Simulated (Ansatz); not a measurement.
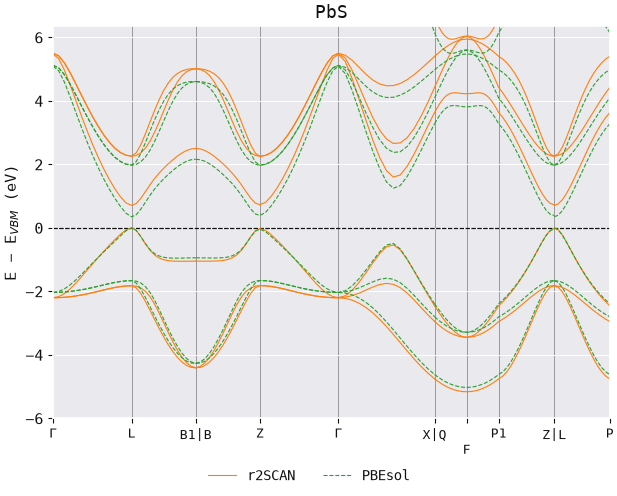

Band structures of PbS, space group R3m, 2 atoms in the primitive cell (a = 4.225 Å, c = 10.356 Å (hexagonal axes)), by two methods on the same cell. Each is counted from its own valence-band top.

How do the methods compare?

Answer. r2SCAN gives a gap of 0.71 eV along the path and PBEsol gives a gap of 0.35 eV along the path. Over the top 3 filled bands the two differ by 0.12 eV on average.

Settings. r2SCAN: Ansatz PAW, no spin polarisation, no spin-orbit coupling, 8×8×8 k mesh, 500 eV cutoff, Fermi-Dirac smearing of 0.05 eV (Ansatz). PBEsol: Ansatz PAW, no spin polarisation, no spin-orbit coupling, 8×8×8 k mesh, 420 eV cutoff, Fermi-Dirac smearing of 0.05 eV (Ansatz 0.2.0).

In reduced coordinates of the cell that was run, L is (0.5, 0, 0), B1 is (0.5, 0.25, −0.25), B is (0.75, 0.5, 0.25), Z is (0.5, 0.5, 0.5), X is (0.375, 0, −0.375), Q is (0.625, 0.375, 0), F is (0.5, 0.5, 0), P1 is (0.625, 0.625, 0.25) and P is (0.75, 0.375, 0.375). The PAW data sets were made with another functional. The usual form of PbS is rocksalt. Spin-orbit coupling is left out, which matters for Pb.
